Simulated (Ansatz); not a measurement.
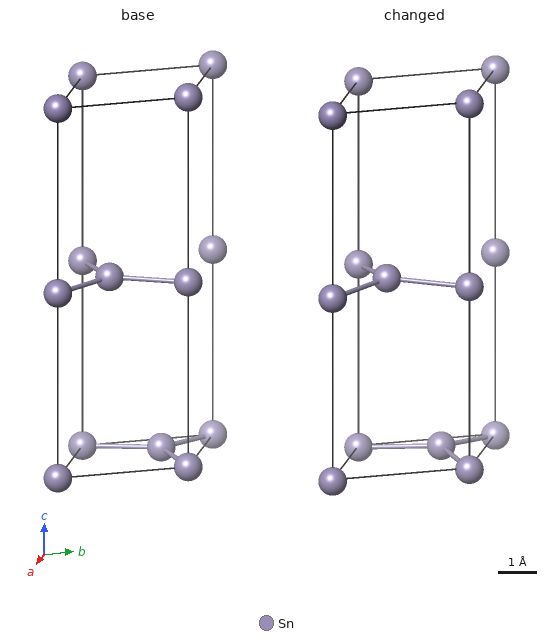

Left: a symmetric starting cell of Sn (made from another compound by putting Sn in place of C). Right: the same structure after one change, at the same scale. The picture is a ball-and-stick view of the cell of the calculation, seen slightly off an axis.

Method: DFT PBE, scalar-relativistic, plane waves, PAW in Ansatz 0.2.0. (plane-wave cutoff 420 eV; k-point mesh 12 × 12 × 4; occupations gaussian; smearing width 0.1 eV; no spin polarisation)

> What distinguishes the right structure from the left one?

The cell is strained by −1.0 % along c and +5.0 % across it (volume +9.0 %) and atoms are displaced by 0.04 Å relative to the cell. No relaxation follows. The starting cell wasn't computed here and needn't be at equilibrium, so pressure and forces aren't due to the change alone.

> And its effect?

The pressure is 52.2 GPa (not all of it need come from the change, since the unchanged cell can be under pressure at this level too). The principal stresses (compression positive) are 0.2 GPa along c and 78.2 GPa across it. The largest forces, 1.4 eV/Å, act on 4 Sn atoms of the calculation's cell. The forces point along the displacements, not back (a soft direction, or forces left over where the reference was relaxed at another level) (cosine 1.00). Some distances before and after: Sn–Sn 2.136 → 2.245 Å. The space group stays P6_3mc (No. 186).
